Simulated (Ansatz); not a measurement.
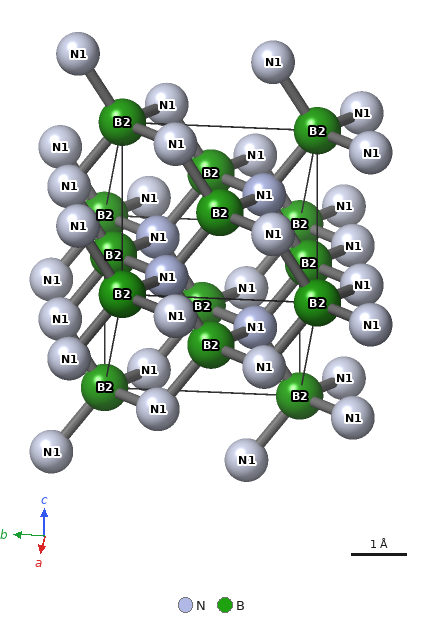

**Figure 1.** The structure as given in the input (ball-and-stick view of the cell 4 times as large as that of the calculation, set on its symmetry axes, seen at an oblique angle; neighbours outside the cell are drawn fainter; atoms are numbered from 1 in the order of the input). Near neighbours in the crystal (not all of them lie inside the picture): N has 4 B at 1.57 Å; B has 4 N at 1.57 Å.

# Two runs on BN

System: BN (F-43m, 2 atoms in the cell).
Method of run 1: Kohn-Sham DFT of a periodic cell, PBE with D4, all-electron LAPW, scalar-relativistic, no spin polarisation (Ansatz 0.2.0).

The structure derives from a Materials Project entry. Text and figures count atoms from 1; the logs count them from 0 in places.

### The input, run 1
```yaml
crystal:
  lattice:
    - [0.0, 1.813001, 1.813001]
    - [1.813001, 0.0, 1.813001]
    - [1.813001, 1.813001, 0.0]
  atoms:
    - { symbol: "N", position: [0.25, 0.25, 0.25] }
    - { symbol: B, position: [0.0, 0.0, 0.0] }
kpoints:
  mp_grid: { grid: [13, 13, 13] }
scf:
  occupations: { method: fermi_dirac, width: 0.05 }
hamiltonian:
  xc: pbe
  dispersion: d4
  pseudopotentials: { kind: all_electron, lapw: { basis_error: 0.001 } }
output:
  forces: true
  stress: true
relax:
  f_tol: 0.02
  max_steps: 60
  cell: {}
```

Command:
```bash
ansatz run input.yaml --threads 1 --pin off --max-ram 3072MiB --backend cpu --events-out ev --progress --plain --runs-dir out
```

Hardware: 1 thread of Arm Neoverse V1, 24 GiB of memory available, shared host.

### Output, shortened to warnings, some set-up lines, iterations and results (run 1)
```
Basis set: ecut = 473.79091650568364 eV, 283 PW (Γ), exchange–correlation at level 2
Symmetry: 24 space group operations
k-points: 84 of 2197 (time reversal used)
Initial density: superposition of atomic densities (chi_scale 0.1, normalization cell, long waves kept (reshape's long-wave potential 0.00 eV rms))
[...]
SCF iter   1: F=—  HF=-2170.083603 eV  |F-HF|=—  |Δ(HF+E_count)|=         —  Δρ=1.53e-1  dr2=2.25e0  ethr=1.87e-2  ⟨swp⟩=2.0  Hψ=5965  notcnv=0
SCF iter   2: F=—  HF=-2169.244798 eV  |F-HF|=—  |Δ(HF+E_count)|=   8.39e-1  Δρ=5.36e-2  dr2=2.21e-1  ethr=1.84e-3  ⟨swp⟩=2.0  Hψ=4520  notcnv=0
SCF iter   3: F=—  HF=-2169.167956 eV  |F-HF|=—  |Δ(HF+E_count)|=   7.68e-2  Δρ=2.43e-2  dr2=4.80e-2  ethr=1.84e-3  ⟨swp⟩=2.3  Hψ=2522  notcnv=0
SCF iter   4: F=—  HF=-2169.163033 eV  |F-HF|=—  |Δ(HF+E_count)|=         —  Δρ=7.92e-3  dr2=5.22e-3  ethr=4.00e-4  ⟨swp⟩=2.0  Hψ=2444  notcnv=0
SCF iter   5: F=—  HF=-2169.162765 eV  |F-HF|=—  |Δ(HF+E_count)|=   2.68e-4  Δρ=1.21e-3  dr2=1.29e-4  ethr=4.35e-5  ⟨swp⟩=2.3  Hψ=2315  notcnv=0
[... 19 lines ...]
relax step   4: F+E_penalty+E_count = -2169.16630980 eV  Δ(F+E_penalty+E_count) = -2.914e-7 eV  max|allowed force component| = 7.401e-17 eV/Å  Δτ_max = 0.0000 Å  P = -0.001 …
SCF iter   1: F=—  HF=-2169.166310 eV  |F-HF|=—  |Δ(HF+E_count)|=         —  Δρ=1.04e-5  dr2=4.51e-9  ethr=3.76e-11  ⟨swp⟩=3.0  Hψ=4091  notcnv=0
SCF iter   2: F=-2169.166310 eV  HF=-2169.166310 eV  |F-HF|=1.26e-9  |Δ(HF+E_count)|=   5.18e-9  Δρ=4.86e-6  dr2=7.66e-10  ethr=3.76e-11  ⟨swp⟩=2.0  Hψ=2092  notcnv=0
SCF 5 converged in 2 iterations: F = -2169.166310 eV  dr2 = 7.66e-10
relax step   5: F+E_penalty+E_count = -2169.16631048 eV  Δ(F+E_penalty+E_count) = -6.827e-7 eV  max|allowed force component| = 6.014e-17 eV/Å  Δτ_max = 0.0000 Å  P = -0.002 …
basis re-selected at this cell: Δ(F+E_penalty+E_count) = -6.827e-7 eV, ΔP = -0.001 GPa vs the last step (what re-selecting the basis moved, after the strain that the cell walked since its last selection, with what the two solves' SCF thresholds leave and, on support functions, any second-order …
SCF converged after 2 iterations
Free energy (F): -2169.166310 eV
Harris-Foulkes:  -2169.166310 eV  (|F-HF|=1.26e-9)
Internal energy: -2169.166310 eV  (E = F + TS)
E sigma→0 (E₀):  -2169.166310 eV
Fermi energy:    13.842288 eV
--- Per-component energies (eV) ---
  E_band       = -1019.807804
  E_kinetic    = 2162.657911
  E_xc         = -300.554241
  E_electrostatic = -4030.790517  (all electrons and nuclei)
  E_disp       = -0.479464  (pairwise vdW)
  E_smearing   = -0.000000  (= −TS)
  E_closure    = 0.000000  (closes the sum)
  E_atoms      = -2151.229577  (free atoms, spherical and without spin; not in F)
  Σ components = -2169.166310   (vs F -2169.166310, Δ=0.00e0)
  Basis errors (estimates in eV, not in F): energy 5.2e-4 per atom: plane waves 5.1e-4 (3.2e-4 summed), levels above the bands 2.3e-74, relativity 1.3e-8, radial functions 1.6e-5, core shells 0.0e0; eigenvalues (radial functions only) 3.4e-6; not estimated: angular momenta, meshes, grids; target …
--- Forces (eV/Å), atoms counted from 1 ---
  atom   1  N      0.00000000     0.00000000     0.00000000
  atom   2  B     -0.00000000    -0.00000000    -0.00000000
  max |Σ_I F_I| component: 8.33e-17 eV/Å
--- Stress (GPa, compression-positive) ---
       -0.001553       0.000000       0.000000
        0.000000      -0.001553       0.000000
        0.000000       0.000000      -0.001553
  P = ⅓ Tr σ = -0.0016 GPa (-0.016 kbar)
--- Relaxed structure (4 steps of the walk, 4 accepted, 1 SCFs on fresh bases) ---
  F+E_penalty+E_count = -2169.16631048 eV   max|allowed force component| = 6.014e-17 eV/Å   (the final SCF, on the basis selected at the relaxed cell)
  cell:  # Å, volume = 11.7303 Å³
    - [-1.5286116098686765e-34, 1.803405491093654, 1.803405491093654]
    - [1.803405491093654, 5.286448484129175e-34, 1.803405491093654]
    - [1.803405491093654, 1.803405491093654, 5.413832784951565e-34]
  atoms:
    - { symbol: N, position: [0.24999999999999997, 0.24999999999999997, 0.24999999999999997] }
[...]
```

For run 2 the input was changed thus:
```diff
-  xc: pbe
-  dispersion: d4
+  xc: revpbe
+  dispersion: d3bj
```

Predict how the results change.

The total energies belong to different models, so their difference says nothing on which is more stable or more accurate. The volume per atom goes from 5.87 to 5.84 Å³. The functional changes from PBE to revPBE. The number of SCF iterations is the same.

### Output, shortened to warnings, some set-up lines, iterations and results (run 2)
```
Basis set: ecut = 472.7550300221424 eV, 283 PW (Γ), exchange–correlation at level 2
Symmetry: 24 space group operations
k-points: 84 of 2197 (time reversal used)
Initial density: superposition of atomic densities (chi_scale 0.1, normalization cell, long waves kept (reshape's long-wave potential 0.00 eV rms))
[...]
SCF iter   1: F=—  HF=-2172.240241 eV  |F-HF|=—  |Δ(HF+E_count)|=         —  Δρ=1.52e-1  dr2=2.21e0  ethr=1.84e-2  ⟨swp⟩=2.0  Hψ=5944  notcnv=0
SCF iter   2: F=—  HF=-2171.426435 eV  |F-HF|=—  |Δ(HF+E_count)|=   8.14e-1  Δρ=5.28e-2  dr2=2.14e-1  ethr=1.78e-3  ⟨swp⟩=2.0  Hψ=4518  notcnv=0
SCF iter   3: F=—  HF=-2171.359895 eV  |F-HF|=—  |Δ(HF+E_count)|=   6.65e-2  Δρ=2.41e-2  dr2=4.73e-2  ethr=1.78e-3  ⟨swp⟩=2.3  Hψ=2503  notcnv=0
SCF iter   4: F=—  HF=-2171.357741 eV  |F-HF|=—  |Δ(HF+E_count)|=         —  Δρ=8.42e-3  dr2=5.98e-3  ethr=3.94e-4  ⟨swp⟩=2.0  Hψ=2436  notcnv=0
SCF iter   5: F=—  HF=-2171.357821 eV  |F-HF|=—  |Δ(HF+E_count)|=   8.05e-5  Δρ=1.42e-3  dr2=1.83e-4  ethr=4.98e-5  ⟨swp⟩=2.3  Hψ=2454  notcnv=0
[... 19 lines ...]
relax step   4: F+E_penalty+E_count = -2171.36345686 eV  Δ(F+E_penalty+E_count) = -7.056e-7 eV  max|allowed force component| = 6.476e-17 eV/Å  Δτ_max = 0.0000 Å  P = -0.002 …
SCF iter   1: F=—  HF=-2171.363458 eV  |F-HF|=—  |Δ(HF+E_count)|=         —  Δρ=1.41e-5  dr2=9.14e-9  ethr=7.63e-11  ⟨swp⟩=3.0  Hψ=4088  notcnv=0
SCF iter   2: F=-2171.363458 eV  HF=-2171.363458 eV  |F-HF|=2.70e-9  |Δ(HF+E_count)|=   5.60e-9  Δρ=6.42e-6  dr2=1.42e-9  ethr=7.62e-11  ⟨swp⟩=2.1  Hψ=2100  notcnv=0
SCF 5 converged in 2 iterations: F = -2171.363458 eV  dr2 = 1.42e-9
relax step   5: F+E_penalty+E_count = -2171.36345785 eV  Δ(F+E_penalty+E_count) = -9.916e-7 eV  max|allowed force component| = 2.776e-17 eV/Å  Δτ_max = 0.0000 Å  P = -0.003 …
basis re-selected at this cell: Δ(F+E_penalty+E_count) = -9.916e-7 eV, ΔP = -0.001 GPa vs the last step (what re-selecting the basis moved, after the strain that the cell walked since its last selection, with what the two solves' SCF thresholds leave and, on support functions, any second-order …
SCF converged after 2 iterations
Free energy (F): -2171.363458 eV
Harris-Foulkes:  -2171.363458 eV  (|F-HF|=2.70e-9)
Internal energy: -2171.363458 eV  (E = F + TS)
E sigma→0 (E₀):  -2171.363458 eV
Fermi energy:    14.013146 eV
--- Per-component energies (eV) ---
  E_band       = -1019.436318
  E_kinetic    = 2165.817577
  E_xc         = -302.647052
  E_electrostatic = -4033.662069  (all electrons and nuclei)
  E_disp       = -0.871913  (pairwise vdW)
  E_smearing   = -0.000000  (= −TS)
  E_closure    = 0.000000  (closes the sum)
  E_atoms      = -2153.823630  (free atoms, spherical and without spin; not in F)
  Σ components = -2171.363458   (vs F -2171.363458, Δ=0.00e0)
  Basis errors (estimates in eV, not in F): energy 5.5e-4 per atom: plane waves 5.3e-4 (3.4e-4 summed), levels above the bands 8.7e-75, relativity 2.0e-8, radial functions 2.3e-5, core shells 0.0e0; eigenvalues (radial functions only) 3.4e-6; not estimated: angular momenta, meshes, grids; target …
--- Forces (eV/Å), atoms counted from 1 ---
  atom   1  N      0.00000000    -0.00000000     0.00000000
  atom   2  B     -0.00000000    -0.00000000     0.00000000
  max |Σ_I F_I| component: 7.17e-17 eV/Å
--- Stress (GPa, compression-positive) ---
       -0.002647       0.000000      -0.000000
        0.000000      -0.002647       0.000000
       -0.000000       0.000000      -0.002647
  P = ⅓ Tr σ = -0.0026 GPa (-0.026 kbar)
--- Relaxed structure (4 steps of the walk, 4 accepted, 1 SCFs on fresh bases) ---
  F+E_penalty+E_count = -2171.36345785 eV   max|allowed force component| = 2.776e-17 eV/Å   (the final SCF, on the basis selected at the relaxed cell)
  cell:  # Å, volume = 11.6805 Å³
    - [-3.204817347080972e-34, 1.8008458883913436, 1.8008458883913436]
    - [1.8008458883913436, 3.97663163770566e-34, 1.8008458883913436]
    - [1.8008458883913436, 1.8008458883913436, 2.866000412820508e-34]
  atoms:
    - { symbol: N, position: [0.25, 0.25, 0.25] }
    - { symbol: B, position: [-2.987686145009904e-35, 2.766376060194355e-35, 2.5450659753788074e-35] }
```

### The two runs side by side

| quantity | run 1 | run 2 |
| --- | --- | --- |
| outcome | converged | converged |
| free energy per atom (eV) | −1084.5832 | −1085.6817 |
| pressure (GPa) | 0.00 | 0.00 |
| volume per atom (Å³) | 5.87 | 5.84 |
| largest force (eV/Å) | 0.000 | 0.000 |
| SCF iterations | 19 | 19 |
| irreducible k-points | 84 | 84 |
| wall time (shared host) | 30 s | 24 s |
